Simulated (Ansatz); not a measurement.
# AlN: what the fields show

```
CELL_PARAMETERS angstrom
-3.13021 0.00000 0.00000
0.00000 -5.42168 0.00000
0.07527 0.00000 5.01804
ATOMIC_POSITIONS crystal
Al 0.50081 0.83333 0.49925
Al 0.00081 0.33333 0.49925
Al 0.00081 0.66667 0.99925
Al 0.50081 0.16667 0.99925
N 0.49919 0.83336 0.88075
N 0.99919 0.33336 0.88075
N 0.99919 0.66664 0.38075
N 0.49919 0.16664 0.38075
```

Space group Cc; a structure from a database of computed crystals, not necessarily the ambient phase.

Theory: Ansatz 0.2.0, DFT PBE, scalar-relativistic, plane waves, PAW.

Core electrons are frozen (PAW), and the valence fields are smoothed inside the atomic spheres.

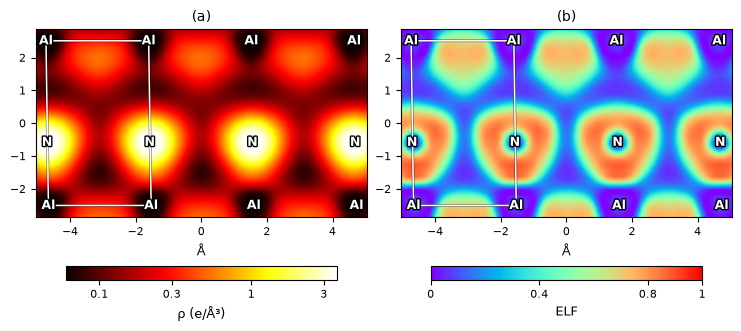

Figure 1. (a) valence pseudo-density; (b) ELF on the (010) plane of the conventional cell.

Interpret the plot.

The plane passes through Al and N nuclei.
Atoms just off the plane (Al, 0.9 Å away and N, 0.9 Å away) can leave unmarked features too.
Al–N (1.91 Å): ρ at the midpoint is about 0.66 e/Å³; the ELF peaks at about 0.90 in the valence shell of N, 0.7 Å from its nucleus, and is about 0.85 at the midpoint.
Between the atoms the lowest density in this plane is 0.08 e/Å³.

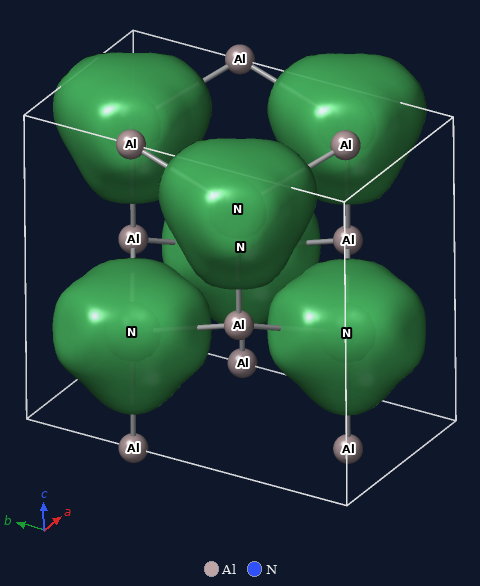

Figure 2. Isosurface of the electron localisation function at 0.65 (green), seen at an oblique angle. Only the valence region is drawn (cores and ρ < 0.01 e/Å³ removed). Sticks mark near contacts.

What do the ELF domains correspond to?

The ELF exceeds this value in four regions on N in which the atom's valence shell and bonds are merged, counted in one cell of 8 atoms. Regions shared between cells count once. Profiles from the grid: Al–N (1.90 Å): the ELF peaks at about 0.90 between the atoms: a shared but strongly polarised pair.

Metal or insulator at this level of theory?

It is gapped, with a Kohn–Sham gap of 4.0 eV on the k-point mesh (the band edges may lie off the mesh, which would make the gap smaller).
